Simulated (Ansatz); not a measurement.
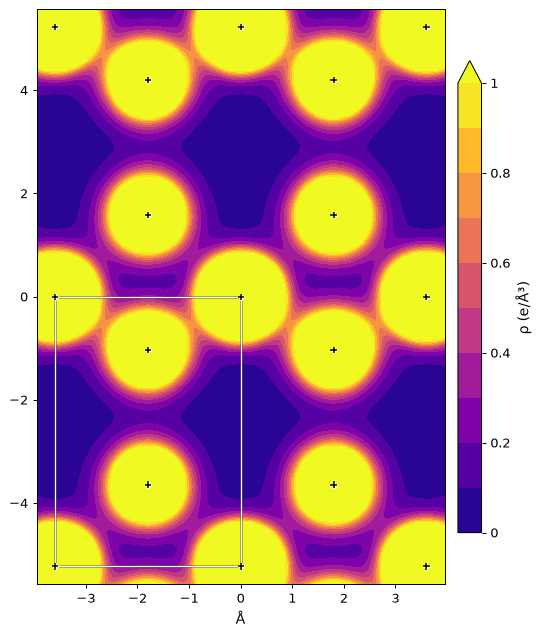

The valence pseudo-density on a plane through atoms (crosses mark nuclei in the plane).

The calculation used Ansatz, DFT r2SCAN, scalar-relativistic, plane waves, PAW.

Candidates:
A. Sn, a = 3.18 Å, b = 3.18 Å, c = 6.12 Å, α = 90.00°, β = 90.00°, γ = 90.00°. Space group I4/mmm; changed on purpose from its base cell (strain +0.0500 x Voigt [0, 0, 1, 0, 0, 0], atoms carried along); computed pressure about −4 GPa in this cell.
B. ZrO2, a = 3.60 Å, b = 3.60 Å, c = 5.23 Å, α = 90.00°, β = 90.00°, γ = 90.00°. Space group P4₂/nmc.
C. Ni3Ge, a = 3.53 Å, b = 3.53 Å, c = 3.53 Å, α = 90.00°, β = 90.00°, γ = 90.00°. Space group Pm-3m; a structure from a database of computed crystals, not necessarily the ambient phase; computed without spin polarisation.

Which system is this?

Answer. Candidate B: ZrO2 on the (010) plane of the conventional cell, which holds Zr and O. Zr–O (2.07 Å): ρ at the midpoint is about 0.72 e/Å³. Zr–O (2.40 Å): ρ at the midpoint is about 0.32 e/Å³.
